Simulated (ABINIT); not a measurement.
# Geometry relaxation of Sb (part 2 of 2)

Continued. System: Sb (Pm-3m, 1 atom in the cell). Method: Kohn-Sham DFT of a periodic cell, PBEsol, PseudoDojo NC SR PBEsol v0.4.1 standard, no spin polarisation (ABINIT 10.8.3); cutoff 1088.46 eV, 6×6×6 k-mesh, fermi-dirac of 0.05 eV. The structure derives from an entry of the Crystallography Open Database.

Geometry of the input (Å; fractional positions):
```
3.1600  0.0000  0.0000
0.0000  3.1600  0.0000
0.0000  0.0000  3.1600
Sb 0.0000  0.0000  0.0000
```

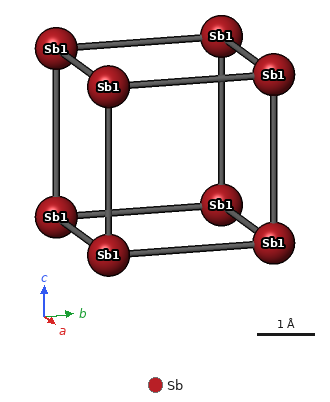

The geometry at step 2 of the log (ball-and-stick view of the cell of the calculation, seen slightly off an axis; atoms are numbered from 1 in the order of the input).

The program's output, continued
```
     iter   Etot(hartree)      deltaE(h)  residm     vres2
 ETOT  1  -90.741127492762    -9.074E+01 1.071E+00 5.808E+02
 ETOT  2  -90.781242975529    -4.012E-02 7.358E-02 1.591E+01
 ETOT  3  -90.782751765374    -1.509E-03 4.754E-03 2.943E+00
 ETOT  4  -90.782947402537    -1.956E-04 3.216E-03 6.260E-02
 ETOT  5  -90.782952735561    -5.333E-06 5.087E-04 6.804E-04
 ETOT  6  -90.782952754622    -1.906E-08 6.395E-04 3.202E-06
 ETOT  7  -90.782952754817    -1.949E-10 7.205E-05 2.162E-08
 ETOT  8  -90.782952754823    -5.770E-12 1.075E-04 4.737E-11
 ETOT  9  -90.782952754822     5.684E-13 1.097E-05 1.773E-13

 At SCF step    9       vres2   =  1.77E-13 < tolvrs=  1.00E-12 =>converged.

 Cartesian components of stress tensor (hartree/bohr^3)
  sigma(1 1)=  5.05208106E-06  sigma(3 2)=  0.00000000E+00
  sigma(2 2)=  5.05208106E-06  sigma(3 1)=  0.00000000E+00
  sigma(3 3)=  5.05208106E-06  sigma(2 1)=  0.00000000E+00

--- !ResultsGS
iteration_state: {dtset: 1, itime: 3, icycle: 1, }
comment   : Summary of ground state results
lattice_vectors:
- [  5.8005679,   0.0000000,   0.0000000, ]
- [  0.0000000,   5.8005679,   0.0000000, ]
- [  0.0000000,   0.0000000,   5.8005679, ]
lattice_lengths: [   5.80057,    5.80057,    5.80057, ]
lattice_angles: [ 90.000,  90.000,  90.000, ] # degrees, (23, 13, 12)
lattice_volume:   1.9516932E+02
convergence: {deltae:  5.684E-13, res2:  1.773E-13, residm:  1.097E-05, diffor: null, }
etotal    :  -9.07829528E+01
entropy   :   0.00000000E+00
fermie    :   2.70410953E-01
cartesian_stress_tensor: # hartree/bohr^3
- [  5.05208106E-06,   0.00000000E+00,   0.00000000E+00, ]
- [  0.00000000E+00,   5.05208106E-06,   0.00000000E+00, ]
- [  0.00000000E+00,   0.00000000E+00,   5.05208106E-06, ]
pressure_GPa:  -1.4864E-01
xred      :
- [  0.0000E+00,   0.0000E+00,   0.0000E+00, Sb]
cartesian_forces: # hartree/bohr
- [ -0.00000000E+00,  -0.00000000E+00,  -0.00000000E+00, ]
force_length_stats: {min:   0.00000000E+00, max:   0.00000000E+00, mean:   0.00000000E+00, }
...

 Integrated electronic density in atomic spheres:
 ------------------------------------------------
 Atom  Sphere_radius  Integrated_density
    1        2.00000         11.21453725

---OUTPUT-----------------------------------------------------------------------

 Cartesian coordinates (xcart) [bohr]
  0.00000000000000E+00  0.00000000000000E+00  0.00000000000000E+00
 Reduced coordinates (xred)
  0.00000000000000E+00  0.00000000000000E+00  0.00000000000000E+00
 Cartesian forces (fcart) [Ha/bohr]; max,rms= 0.00000E+00 0.00000E+00 (free atoms)
 -0.00000000000000E+00 -0.00000000000000E+00 -0.00000000000000E+00
 Gradient of E wrt nuclear positions in reduced coordinates (gred)
  0.00000000000000E+00  0.00000000000000E+00  0.00000000000000E+00
 Scale of Primitive Cell (acell) [bohr]
  5.80056793491497E+00  5.80056793491498E+00  5.80056793491497E+00
 Real space primitive translations (rprimd) [bohr]
  5.80056793491497E+00  0.00000000000000E+00  0.00000000000000E+00
  0.00000000000000E+00  5.80056793491498E+00  0.00000000000000E+00
  0.00000000000000E+00  0.00000000000000E+00  5.80056793491497E+00
 Unitary Cell Volume (ucvol) [Bohr^3]=  1.95169321604174E+02
 Angles (23,13,12)= [degrees]
  9.00000000000000E+01  9.00000000000000E+01  9.00000000000000E+01
 Lengths [Bohr]
  5.80056793491497E+00  5.80056793491498E+00  5.80056793491497E+00
 Stress tensor in cartesian coordinates (strten) [Ha/bohr^3]
  5.05208106241217E-06  0.00000000000000E+00  0.00000000000000E+00
  0.00000000000000E+00  5.05208106240523E-06  0.00000000000000E+00
  0.00000000000000E+00  0.00000000000000E+00  5.05208106242779E-06
 Total energy (etotal) [Ha]= -9.07829527548223E+01

 Difference of energy with previous step (new-old):
           Absolute (Ha)=-9.39708E-04
           Relative     =-1.03512E-05

--- Iteration: ( 4/50) Internal Cycle: (1/1)
--------------------------------------------------------------------------------

---SELF-CONSISTENT-FIELD CONVERGENCE--------------------------------------------

--- !BeginCycle
iteration_state: {dtset: 1, itime: 4, icycle: 1, }
solver: {iscf: 7, nstep: 80, nline: 4, wfoptalg: 0, }
tolerances: {tolvrs: 1.00E-12, }
...

     iter   Etot(hartree)      deltaE(h)  residm     vres2
 ETOT  1  -90.782867402238    -9.078E+01 7.479E-06 1.180E+00
 ETOT  2  -90.782950871042    -8.347E-05 9.448E-06 2.785E-02
 ETOT  3  -90.782953872122    -3.001E-06 2.263E-06 5.105E-03
 ETOT  4  -90.782954231982    -3.599E-07 1.531E-05 1.085E-04
 ETOT  5  -90.782954240312    -8.329E-09 1.188E-06 1.064E-06
 ETOT  6  -90.782954240339    -2.728E-11 1.650E-05 6.348E-09
 ETOT  7  -90.782954240341    -2.359E-12 9.313E-07 5.269E-11
 ETOT  8  -90.782954240336     5.315E-12 1.290E-05 9.447E-14

 At SCF step    8       vres2   =  9.45E-14 < tolvrs=  1.00E-12 =>converged.

 Cartesian components of stress tensor (hartree/bohr^3)
  sigma(1 1)= -4.29809512E-07  sigma(3 2)=  0.00000000E+00
  sigma(2 2)= -4.29809512E-07  sigma(3 1)=  0.00000000E+00
  sigma(3 3)= -4.29809512E-07  sigma(2 1)=  0.00000000E+00

--- !ResultsGS
iteration_state: {dtset: 1, itime: 4, icycle: 1, }
comment   : Summary of ground state results
lattice_vectors:
- [  5.7942519,   0.0000000,   0.0000000, ]
- [  0.0000000,   5.7942519,   0.0000000, ]
- [  0.0000000,   0.0000000,   5.7942519, ]
lattice_lengths: [   5.79425,    5.79425,    5.79425, ]
lattice_angles: [ 90.000,  90.000,  90.000, ] # degrees, (23, 13, 12)
lattice_volume:   1.9453248E+02
convergence: {deltae:  5.315E-12, res2:  9.447E-14, residm:  1.290E-05, diffor: null, }
etotal    :  -9.07829542E+01
entropy   :   0.00000000E+00
fermie    :   2.72010381E-01
cartesian_stress_tensor: # hartree/bohr^3
- [ -4.29809512E-07,   0.00000000E+00,   0.00000000E+00, ]
- [  0.00000000E+00,  -4.29809512E-07,   0.00000000E+00, ]
- [  0.00000000E+00,   0.00000000E+00,  -4.29809512E-07, ]
pressure_GPa:   1.2645E-02
xred      :
- [  0.0000E+00,   0.0000E+00,   0.0000E+00, Sb]
cartesian_forces: # hartree/bohr
- [ -0.00000000E+00,  -0.00000000E+00,  -0.00000000E+00, ]
force_length_stats: {min:   0.00000000E+00, max:   0.00000000E+00, mean:   0.00000000E+00, }
...

 Integrated electronic density in atomic spheres:
 ------------------------------------------------
 Atom  Sphere_radius  Integrated_density
    1        2.00000         11.20787274

---OUTPUT-----------------------------------------------------------------------

 Cartesian coordinates (xcart) [bohr]
  0.00000000000000E+00  0.00000000000000E+00  0.00000000000000E+00
 Reduced coordinates (xred)
  0.00000000000000E+00  0.00000000000000E+00  0.00000000000000E+00
 Cartesian forces (fcart) [Ha/bohr]; max,rms= 0.00000E+00 0.00000E+00 (free atoms)
 -0.00000000000000E+00 -0.00000000000000E+00 -0.00000000000000E+00
 Gradient of E wrt nuclear positions in reduced coordinates (gred)
  0.00000000000000E+00  0.00000000000000E+00  0.00000000000000E+00
 Scale of Primitive Cell (acell) [bohr]
  5.79425191276362E+00  5.79425191276362E+00  5.79425191276361E+00
 Real space primitive translations (rprimd) [bohr]
  5.79425191276362E+00  0.00000000000000E+00  0.00000000000000E+00
  0.00000000000000E+00  5.79425191276362E+00  0.00000000000000E+00
  0.00000000000000E+00  0.00000000000000E+00  5.79425191276361E+00
 Unitary Cell Volume (ucvol) [Bohr^3]=  1.94532477751004E+02
 Angles (23,13,12)= [degrees]
  9.00000000000000E+01  9.00000000000000E+01  9.00000000000000E+01
 Lengths [Bohr]
  5.79425191276362E+00  5.79425191276362E+00  5.79425191276361E+00
 Stress tensor in cartesian coordinates (strten) [Ha/bohr^3]
 -4.29809512090748E-07  0.00000000000000E+00  0.00000000000000E+00
  0.00000000000000E+00 -4.29809512106361E-07  0.00000000000000E+00
  0.00000000000000E+00  0.00000000000000E+00 -4.29809512080340E-07
 Total energy (etotal) [Ha]= -9.07829542403361E+01

 Difference of energy with previous step (new-old):
           Absolute (Ha)=-1.48551E-06
           Relative     =-1.63634E-08

--- Iteration: ( 5/50) Internal Cycle: (1/1)
--------------------------------------------------------------------------------

---SELF-CONSISTENT-FIELD CONVERGENCE--------------------------------------------

--- !BeginCycle
iteration_state: {dtset: 1, itime: 5, icycle: 1, }
solver: {iscf: 7, nstep: 80, nline: 4, wfoptalg: 0, }
tolerances: {tolvrs: 1.00E-12, }
...

     iter   Etot(hartree)      deltaE(h)  residm     vres2
 ETOT  1  -90.782953718273    -9.078E+01 7.130E-06 7.238E-03
 ETOT  2  -90.782954230368    -5.121E-07 4.369E-06 1.702E-04
 ETOT  3  -90.782954248768    -1.840E-08 5.112E-07 3.115E-05
 ETOT  4  -90.782954250968    -2.201E-09 2.943E-06 6.632E-07
 ETOT  5  -90.782954251023    -5.525E-11 3.803E-07 6.479E-09
 ETOT  6  -90.782954251021     2.657E-12 1.990E-06 3.837E-11
 ETOT  7  -90.782954251022    -1.265E-12 2.688E-07 3.165E-13

 At SCF step    7       vres2   =  3.17E-13 < tolvrs=  1.00E-12 =>converged.

 Cartesian components of stress tensor (hartree/bohr^3)
  sigma(1 1)=  1.58796933E-08  sigma(3 2)=  0.00000000E+00
  sigma(2 2)=  1.58796933E-08  sigma(3 1)=  0.00000000E+00
  sigma(3 3)=  1.58796933E-08  sigma(2 1)=  0.00000000E+00

--- !ResultsGS
iteration_state: {dtset: 1, itime: 5, icycle: 1, }
comment   : Summary of ground state results
lattice_vectors:
- [  5.7947456,   0.0000000,   0.0000000, ]
- [  0.0000000,   5.7947456,   0.0000000, ]
- [  0.0000000,   0.0000000,   5.7947456, ]
lattice_lengths: [   5.79475,    5.79475,    5.79475, ]
lattice_angles: [ 90.000,  90.000,  90.000, ] # degrees, (23, 13, 12)
lattice_volume:   1.9458221E+02
convergence: {deltae: -1.265E-12, res2:  3.165E-13, residm:  2.688E-07, diffor: null, }
etotal    :  -9.07829543E+01
entropy   :   0.00000000E+00
fermie    :   2.71885066E-01
cartesian_stress_tensor: # hartree/bohr^3
- [  1.58796933E-08,   0.00000000E+00,   0.00000000E+00, ]
- [  0.00000000E+00,   1.58796933E-08,   0.00000000E+00, ]
- [  0.00000000E+00,   0.00000000E+00,   1.58796933E-08, ]
pressure_GPa:  -4.6720E-04
xred      :
- [  0.0000E+00,   0.0000E+00,   0.0000E+00, Sb]
cartesian_forces: # hartree/bohr
- [ -0.00000000E+00,  -0.00000000E+00,  -0.00000000E+00, ]
force_length_stats: {min:   0.00000000E+00, max:   0.00000000E+00, mean:   0.00000000E+00, }
...

 Integrated electronic density in atomic spheres:
 ------------------------------------------------
 Atom  Sphere_radius  Integrated_density
    1        2.00000         11.20839376

---OUTPUT-----------------------------------------------------------------------

 Cartesian coordinates (xcart) [bohr]
  0.00000000000000E+00  0.00000000000000E+00  0.00000000000000E+00
 Reduced coordinates (xred)
  0.00000000000000E+00  0.00000000000000E+00  0.00000000000000E+00
 Cartesian forces (fcart) [Ha/bohr]; max,rms= 0.00000E+00 0.00000E+00 (free atoms)
 -0.00000000000000E+00 -0.00000000000000E+00 -0.00000000000000E+00
 Gradient of E wrt nuclear positions in reduced coordinates (gred)
  0.00000000000000E+00  0.00000000000000E+00  0.00000000000000E+00
 Scale of Primitive Cell (acell) [bohr]
  5.79474563307532E+00  5.79474563307532E+00  5.79474563307532E+00
 Real space primitive translations (rprimd) [bohr]
  5.79474563307532E+00  0.00000000000000E+00  0.00000000000000E+00
  0.00000000000000E+00  5.79474563307532E+00  0.00000000000000E+00
  0.00000000000000E+00  0.00000000000000E+00  5.79474563307532E+00
 Unitary Cell Volume (ucvol) [Bohr^3]=  1.94582209530565E+02
 Angles (23,13,12)= [degrees]
  9.00000000000000E+01  9.00000000000000E+01  9.00000000000000E+01
 Lengths [Bohr]
  5.79474563307532E+00  5.79474563307532E+00  5.79474563307532E+00
 Stress tensor in cartesian coordinates (strten) [Ha/bohr^3]
  1.58796932877431E-08  0.00000000000000E+00  0.00000000000000E+00
  0.00000000000000E+00  1.58796932773347E-08  0.00000000000000E+00
  0.00000000000000E+00  0.00000000000000E+00  1.58796932860084E-08
 Total energy (etotal) [Ha]= -9.07829542510219E+01

 Difference of energy with previous step (new-old):
           Absolute (Ha)=-1.06859E-08
           Relative     =-1.17708E-10

 At Broyd/MD step   5, gradients are converged :
  max grad (force/stress) = 1.5880E-06 < tolmxf= 2.0000E-05 ha/bohr (free atoms)

================================================================================

 ----iterations are completed or convergence reached----

 Mean square residual over all n,k,spin=   13.552E-10; max=  26.880E-08
 reduced coordinates (array xred) for    1 atoms
       0.000000000000      0.000000000000      0.000000000000
 rms dE/dt=  0.0000E+00; max dE/dt=  0.0000E+00; dE/dt below (all hartree)
    1       0.000000000000      0.000000000000      0.000000000000

 cartesian coordinates (angstrom) at end:
    1      0.00000000000000     0.00000000000000     0.00000000000000

 cartesian forces (hartree/bohr) at end:
    1     -0.00000000000000    -0.00000000000000    -0.00000000000000
 frms,max,avg= 0.0000000E+00 0.0000000E+00   0.000E+00  0.000E+00  0.000E+00 h/b

 cartesian forces (eV/Angstrom) at end:
    1     -0.00000000000000    -0.00000000000000    -0.00000000000000
 frms,max,avg= 0.0000000E+00 0.0000000E+00   0.000E+00  0.000E+00  0.000E+00 e/A
 length scales=  5.794745633075  5.794745633075  5.794745633075 bohr
              =  3.066447329923  3.066447329923  3.066447329923 angstroms
 Fermi (or HOMO) energy (hartree) =   0.27189   Average Vxc (hartree)=  -0.38795
 Eigenvalues (hartree) for nkpt=  20  k points:
 kpt#   1, nband= 12, wtk=  0.00463, kpt=  0.0000  0.0000  0.0000 (reduced coord)
  -0.80990   -0.80990   -0.80262   -0.80262   -0.80262   -0.20351    0.38580    0.38580
   0.38580    0.52634    0.52634    0.56789
      occupation numbers for kpt#   1
   2.00000    2.00000    2.00000    2.00000    2.00000    2.00000    0.00000    0.00000
   0.00000    0.00000    0.00000    0.00000
 prteigrs : prtvol=0 or 1, do not print more k-points.

--- !EnergyTerms
iteration_state     : {dtset: 1, itime: 5, icycle: 1, }
comment             : Components of total free energy in Hartree
kinetic             :  5.31825109640036E+01
hartree             :  2.13486222012969E+01
xc                  : -2.25130024127030E+01
Ewald energy        : -5.50836890267716E+01
psp_core            :  2.03176924473405E+00
local_psp           : -7.05822833743306E+01
non_local_psp       : -1.91666405846879E+01
internal            : -9.07827129884587E+01
'-kT*entropy'       : -2.41262563262051E-04
total_energy        : -9.07829542510219E+01
total_energy_eV     : -2.47033003267578E+03
band_energy         : -7.71014557416204E+00
...

 Cartesian components of stress tensor (hartree/bohr^3)
  sigma(1 1)=  1.58796933E-08  sigma(3 2)=  0.00000000E+00
  sigma(2 2)=  1.58796933E-08  sigma(3 1)=  0.00000000E+00
  sigma(3 3)=  1.58796933E-08  sigma(2 1)=  0.00000000E+00

-Cartesian components of stress tensor (GPa)         [Pressure= -4.6720E-04 GPa]
- sigma(1 1)=  4.67196706E-04  sigma(3 2)=  0.00000000E+00
- sigma(2 2)=  4.67196706E-04  sigma(3 1)=  0.00000000E+00
- sigma(3 3)=  4.67196706E-04  sigma(2 1)=  0.00000000E+00

== END DATASET(S) ==============================================================
================================================================================

 -outvars: echo values of variables after computation  --------
            acell      5.7947456331E+00  5.7947456331E+00  5.7947456331E+00 Bohr
           etotal     -9.0782954251E+01
            fcart     -0.0000000000E+00 -0.0000000000E+00 -0.0000000000E+00
           strten      1.5879693288E-08  1.5879693277E-08  1.5879693286E-08
                       0.0000000000E+00  0.0000000000E+00  0.0000000000E+00
 Calculation completed.
```

Trajectory as extended XYZ (Å, eV, eV/Å), 5 frames, from step=0 to step=4
```
1
Lattice="3.1600 0.0000 0.0000 0.0000 3.1600 0.0000 0.0000 0.0000 3.1600" Properties=species:S:1:pos:R:3:forces:R:3 step=0 energy=-2470.29611
Sb    0.0000    0.0000    0.0000    0.0000   0.0000   0.0000
1
Lattice="3.1476 0.0000 0.0000 0.0000 3.1476 0.0000 0.0000 0.0000 3.1476" Properties=species:S:1:pos:R:3:forces:R:3 step=1 energy=-2470.30442
Sb    0.0000    0.0000    0.0000    0.0000   0.0000   0.0000
1
Lattice="3.0695 0.0000 0.0000 0.0000 3.0695 0.0000 0.0000 0.0000 3.0695" Properties=species:S:1:pos:R:3:forces:R:3 step=2 energy=-2470.32999
Sb    0.0000    0.0000    0.0000    0.0000   0.0000   0.0000
1
Lattice="3.0662 0.0000 0.0000 0.0000 3.0662 0.0000 0.0000 0.0000 3.0662" Properties=species:S:1:pos:R:3:forces:R:3 step=3 energy=-2470.33003
Sb    0.0000    0.0000    0.0000    0.0000   0.0000   0.0000
1
Lattice="3.0664 0.0000 0.0000 0.0000 3.0664 0.0000 0.0000 0.0000 3.0664" Properties=species:S:1:pos:R:3:forces:R:3 step=4 energy=-2470.33003
Sb    0.0000    0.0000    0.0000    0.0000   0.0000   0.0000
```

Key numbers

```json
{"quantity": "outcome", "value": "converged"}
{"quantity": "space group (tolerance 0.01 Å)", "value": "Pm-3m (221)"}
{"quantity": "electrons treated", "value": "15"}
{"quantity": "free energy", "value": "−2470.3300 eV"}
{"quantity": "Fermi energy", "value": "7.398 eV"}
{"quantity": "gap on the k-point mesh", "value": "none (metallic)"}
{"quantity": "pressure", "value": "0.00 GPa"}
{"quantity": "final volume", "value": "28.83 Å³"}
{"quantity": "largest force (length of the vector) at the end", "value": "under 0.001 eV/Å"}
{"quantity": "final cell", "value": "a = 3.066 Å, b = 3.066 Å, c = 3.066 Å, α = 90.00°, β = 90.00°, γ = 90.00°"}
{"quantity": "hardware", "value": "1 thread of Intel Xeon @ 2.50GHz (Skylake/Cascade Lake), 96 GiB of memory available, shared host"}
{"quantity": "wall time", "value": "99 s"}
{"quantity": "peak memory", "value": "0.09 GiB"}
```
